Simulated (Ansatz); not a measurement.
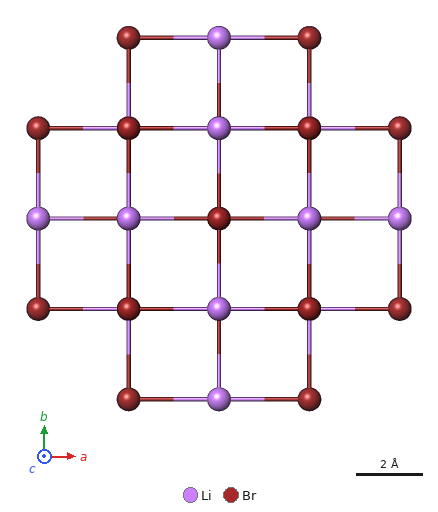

Starting structure of a crystal of LiBr (built on the rocksalt type). The picture is a ball-and-stick view of the conventional cell (4 times the calculation's cell), seen along the c axis. Lengths and directions refer to the drawn axes.

All numbers below come from Ansatz 0.2.0, DFT, r2SCAN, plane waves, PAW.

Input file:
```yaml
crystal:
  lattice:
    - [0.0, 2.7549892523, 2.7549892523]
    - [2.7549892523, 0.0, 2.7549892523]
    - [2.7549892523, 2.7549892523, 0.0]
  atoms:
    - { symbol: Li, position: [0.0, 0.0, 0.0] }
    - { symbol: Br, position: [0.5, 0.5, 0.5] }
kpoints:
  mp_grid: { grid: [8, 8, 8] }
hamiltonian:
  xc: r2scan
scf:
  occupations: { method: fermi_dirac, width: 0.02 }
relax:
  f_tol: 0.005
  cell: {}
```

Run as
```bash
ansatz run input.yaml --threads 2 --pin off --max-ram 2211MiB --backend cpu --events-out ev --progress --plain --runs-dir out
```

**Where does the relaxation end?**

The energy falls by 0.5 meV per atom in 1 accepted move (2 points after the start). All forces vanish by symmetry, so only the cell relaxes. The pressure goes from −0.44 to 0.01 GPa. At 1 point the geometry stayed and the basis and grid were re-selected for the new cell (energy shift of less than 0.05 meV per atom at most each time). No atom moves by more than 0.005 Å relative to the cell. The volume changes by −1.7 %, with a = b = c 5.510 → 5.479 Å (−0.6 %). Some distances before and after: Li1–Br2 2.755 → 2.740 Å. The space group stays Fm-3m (No. 225). The run took 3.5 s on 2 threads of Arm Neoverse V1, on a shared host, peak memory 0.41 GiB.

History of the run:

| step | E − E(0), meV/atom | pressure, GPa | volume, Å³/atom | note |
| --- | --- | --- | --- | --- |
| 0 | 0.00 | -0.44 | 20.910 |  |
| 1 | -0.51 | 0.01 | 20.561 |  |
| 2 | -0.47 | 0.01 | 20.561 | same geometry, new basis |

The structure at the end:

```
Li Br
1.0
     0.00000    2.73956    2.73956
     2.73956    0.00000    2.73956
     2.73956    2.73956    0.00000
Li Br
1 1
Direct
  0.00000 0.00000 0.00000
  0.50000 0.50000 0.50000
```
